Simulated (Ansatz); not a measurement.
**B: density, localisation and related maps**

The calculation's input:

```
crystal:
  lattice:
    - [3.2524608564, 0.0, 0.0]
    - [0.0, 3.2524608564, 0.0]
    - [0.0, 0.0, 3.8749230006]
  atoms:
    - { symbol: B, position: [0.0, 0.0, 0.25] }
    - { symbol: B, position: [0.0, 0.0, 0.75] }
    - { symbol: B, position: [0.6049513054, 0.2550613895, 0.5] }
    - { symbol: B, position: [0.3950486946, 0.7449386105, 0.5] }
    - { symbol: B, position: [0.7449386105, 0.6049513054, 0.0] }
    - { symbol: B, position: [0.2550613895, 0.3950486946, 0.0] }
basis:
  ecutwfc: 420
kpoints:
  mp_grid: { grid: [12, 12, 10] }
hamiltonian:
  xc: pbe
scf:
  occupations: { method: gaussian, width: 0.1 }
output:
  forces: true
  stress: true
  eigenvalues: true
  write_density: true
  write_potential: true
  elf: true
  volumetric_format: npy
relax:
  adjacent_minimum: "off"
  f_tol: 0.01
  max_steps: 80
  cell: { stress_tol: 0.05 }
```

Command:

```sh
ansatz run input.yaml --threads 1 --pin off --max-ram 2560MiB --backend cpu --events-out ev --progress --plain --runs-dir out
```

Below, planes, directions and counts refer to the conventional cell (a = 3.24 Å, b = 3.24 Å, c = 3.94 Å, α = 90.00°, β = 90.00°, γ = 90.00°).

The fields are those of the relaxed geometry.

Space group P4₂/m; a structure generated by program, which may or may not match a known phase.

Computed with DFT PBE, scalar-relativistic, plane waves, PAW in Ansatz 0.2.0.

In a PAW calculation such maps are meaningful between the atoms, not at the nuclei.

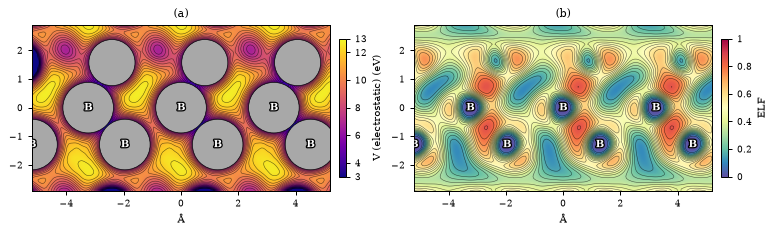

Figure 1. (a) electrostatic potential (local pseudopotential plus Hartree) felt by an electron; (b) electron localisation function on the (011) plane of the conventional cell. Grey discs cover the atomic cores in the potential map.

What does the map show?

- The section cuts through B sites.
- Atoms just off the plane (B, 0.4 Å away) can leave unmarked features too.
- B–B (1.81 Å): the ELF peaks at about 0.85 between the atoms.
- Outside the cores the potential energy rises away from the atoms and is highest about 1.5 Å from the nearest atoms; its zero is arbitrary.

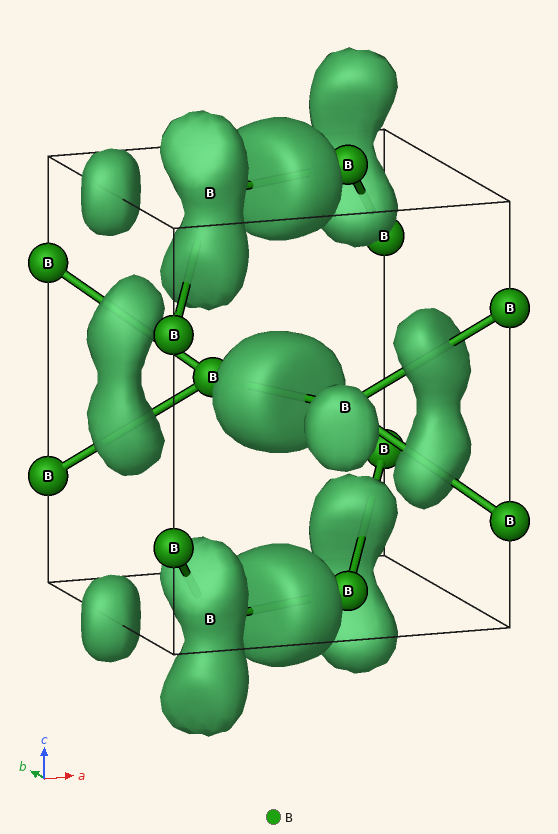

Figure 2. Isosurface of the electron localisation function at 0.75 (green), seen slightly off an axis. Only the valence region is drawn (cores and ρ < 0.01 e/Å³ removed). Sticks mark near contacts.

Identify the bonds, lone pairs and shells in this picture.

The surface consists of eight regions between bonded B–B atoms, counted in one cell of 6 atoms. Any copies at cell faces, edges or corners count once. Along the contacts the grid gives the following. B–B (1.72 Å): the ELF peaks at about 0.95 between the atoms. B–B (1.79 Å): the ELF peaks at about 0.85 between the atoms.

Does the calculation give a band gap?

It is metallic or semimetallic at this level of theory: no gap opens.
